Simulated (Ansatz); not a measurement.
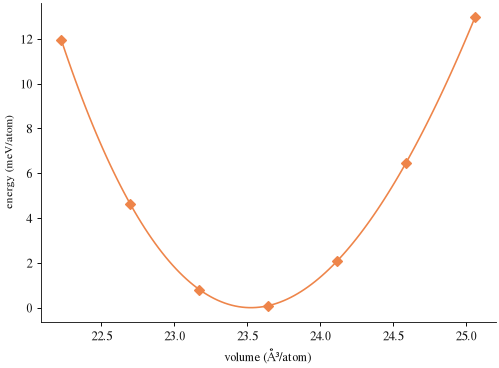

The plot gives the computed energy against volume for AgBr, space group Fm-3m (No. 225).

The given structure:
```xyz
2
Lattice="0.0000 2.8702 2.8702 2.8702 0.0000 2.8702 2.8702 2.8702 0.0000" Properties=species:S:1:pos:R:3 pbc="T T T"
Ag    0.0000    0.0000    0.0000
Br    2.8702    2.8702    2.8702
```

How it was computed, with Ansatz 0.2.0: plane-wave DFT, no spin polarisation; energies at scaled volumes of the given cell, shape and fractions fixed, counted from the fit's minimum, third-order Birch-Murnaghan fit. Level: PBE with D3(BJ).

```json
{"setting": "k mesh", "value": "8×8×8"}
{"setting": "occupations", "value": "Fermi–Dirac"}
{"setting": "smearing width", "value": "0.05 eV"}
{"setting": "potentials", "value": "Ansatz PAW"}
{"setting": "wave cutoff", "value": "420 eV"}
{"setting": "density cutoff", "value": "1680 eV"}
```

From this curve and the settings, what does the calculation give for the pressure at the same points?

The pressure falls from 3.12 GPa at volume 22.23 Å³/atom to −2.53 GPa at 25.06 Å³/atom, and changes sign near 23.53 Å³/atom.

```json
{"volume (Å³/atom)": "22.23", "pressure (GPa)": "3.12"}
{"volume (Å³/atom)": "22.70", "pressure (GPa)": "1.86"}
{"volume (Å³/atom)": "23.17", "pressure (GPa)": "0.74"}
{"volume (Å³/atom)": "23.64", "pressure (GPa)": "-0.24"}
{"volume (Å³/atom)": "24.12", "pressure (GPa)": "-1.10"}
{"volume (Å³/atom)": "24.59", "pressure (GPa)": "-1.86"}
{"volume (Å³/atom)": "25.06", "pressure (GPa)": "-2.53"}
```
